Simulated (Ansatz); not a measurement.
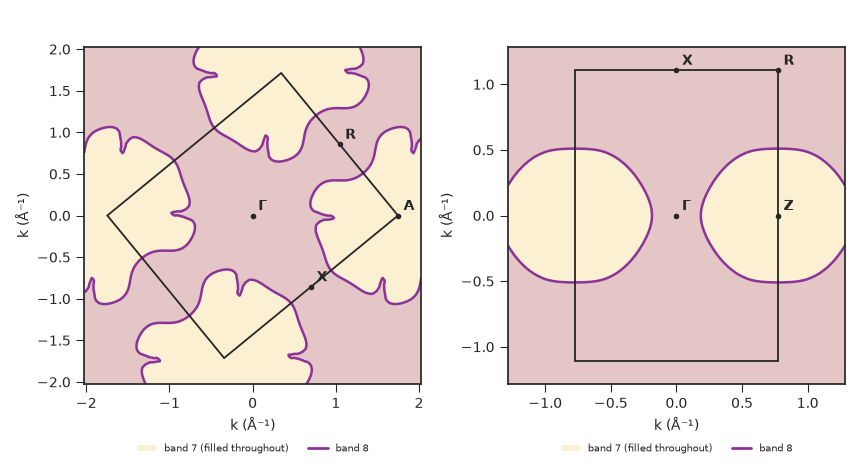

TiAl (space group P4/mmm, No. 123): cuts through the Fermi surface in the plane through Γ, A and R and the plane through Γ, Z and R, filled states shaded.

All numbers here come from Ansatz, DFT LDA, scalar-relativistic, plane waves, PAW; levels and slopes on a dense k mesh at the converged density. No spin polarisation. k mesh for the levels: 26×26×18. Unrelaxed database geometry (residual pressure −7 GPa).

### For each band, say where it is filled and where empty.

```tsv
band	Γ	Z	A	R	X
band 8	filled	empty	empty	filled	filled
```

A magnetic state wasn't tried and may lie lower.
